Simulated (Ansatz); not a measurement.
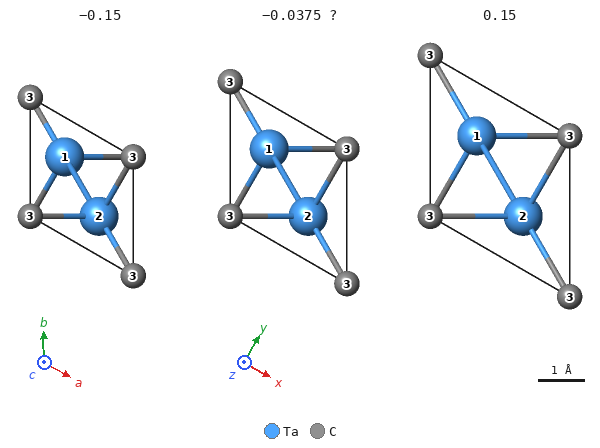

A scan of crystalline Ta2C (P-3m1): the cell is strained equally along x and y, with the atoms kept at their fractional coordinates. x, y and z are the Cartesian axes of the input. The picture is a ball-and-stick view of the cell of the calculation, seen along the c axis.

Theory: Ansatz 0.2.0, DFT PBEsol, scalar-relativistic, plane waves, PAW. (plane-wave cutoff 420 eV; k-point mesh 18 × 18 × 10; occupations gaussian; smearing width 0.15 eV; no spin polarisation). Energies (free energies at the smearing named) are counted from the relaxed crystal.

```json
{"strain": "−0.1500", "E − E(ref) (meV/atom)": "1915"}
{"strain": "−0.1125", "E − E(ref) (meV/atom)": "988"}
{"strain": "−0.0750", "E − E(ref) (meV/atom)": "400"}
{"strain": "−0.0375", "E − E(ref) (meV/atom)": "?"}
{"strain": "0.0000", "E − E(ref) (meV/atom)": "0"}
{"strain": "0.0375", "E − E(ref) (meV/atom)": "75"}
{"strain": "0.0750", "E − E(ref) (meV/atom)": "274"}
{"strain": "0.1125", "E − E(ref) (meV/atom)": "562"}
{"strain": "0.1312", "E − E(ref) (meV/atom)": "730"}
{"strain": "0.1500", "E − E(ref) (meV/atom)": "912"}
```

Q: Estimate the missing energy from the other rows, and compare with the calculation.

A: A straight line between the two neighbours gives 200 meV/atom. A cubic through the four nearest rows (−0.1125, −0.0750, 0.0000, 0.0375) gives, with Lagrange weights, (−0.1667)(988) + (0.6667)(400) + (0.6667)(0) + (−0.1667)(75) = 89 meV/atom. The calculation gives 91 meV/atom, so the cubic is 2 meV/atom too low and the straight line 109 meV/atom too high, as the curve bends upwards here.

The whole profile:

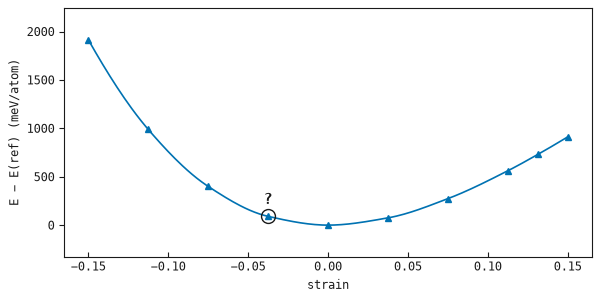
